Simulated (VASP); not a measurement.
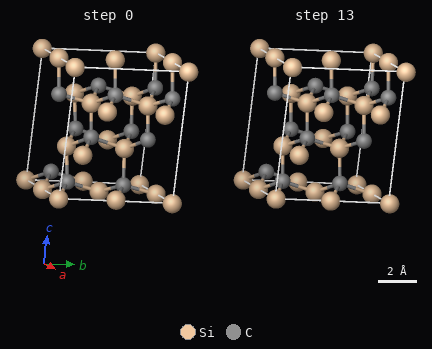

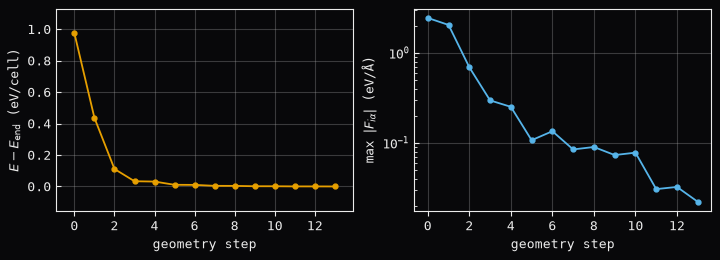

First and last geometry of a relaxation of a defect cell of composition Si$_{12}$C$_{11}$, with the history of the run. Style: ball-and-stick. Shown: the cell of the calculation, reduced to other axes, slightly off an axis. Lengths and directions refer to the drawn axes.

The run lets the atoms move in a fixed cell, from a rattled start. The atoms of the start lie slightly off their symmetric places, so part of the fall in energy undoes that.

The calculation used Kohn-Sham DFT of a periodic cell, PBEsol, VASP PAW PBE potentials, recommended (VASP).

Input file:
```
SYSTEM = Si12C11
ALGO = Normal
EDIFF = 1E-5
EDIFFG = -0.03
ENCUT = 450
GGA = PS
IBRION = 2
ISIF = 2
ISMEAR = 0
ISPIN = 2
ISYM = 0
KPAR = 4
LASPH = .True.
LCHARG = .False.
LORBIT = 11
LREAL = Auto
LWAVE = .False.
MAGMOM = 0.25 0.25 0.25 0 0.25 0 0 0 0 0 0 0 0 0 0 0 0 0 0 0 0 0 0
NELECT = 91.0
NELM = 120
NSW = 60
NUPDOWN = 1
PREC = Accurate
SIGMA = 0.03
```

Run as
```bash
cat potpaw_PBE.64/Si/POTCAR potpaw_PBE.64/C/POTCAR > POTCAR
mpirun -np 4 vasp_std > vasp.out
```

> Read the history and describe the run.

It converged. After 13 geometry steps the energy has fallen by 0.974 eV per cell of the calculation. The largest force component goes from 2.4 to 0.022 eV/Å. The largest move is that of a Si atom, 0.11 Å along [−1 −3 −2]. By element the largest moves are Si 0.11 Å, C 0.10 Å. The cell doesn't change. Some distances before and after: C–Si 1.992 → 1.883 Å, C–Si 1.973 → 1.873 Å, C–Si 1.809 → 1.903 Å, C–Si 1.953 → 1.880 Å. Among the angles between lasting bonds that change: Si–C–Si 112.6° → 104.1°, Si–C–Si 111.4° → 104.2°, Si–C–Si 110.4° → 104.0°.

Limits of the set-up: the periodic images lie only 6.2 Å apart, so the values are limited by the cell's size.
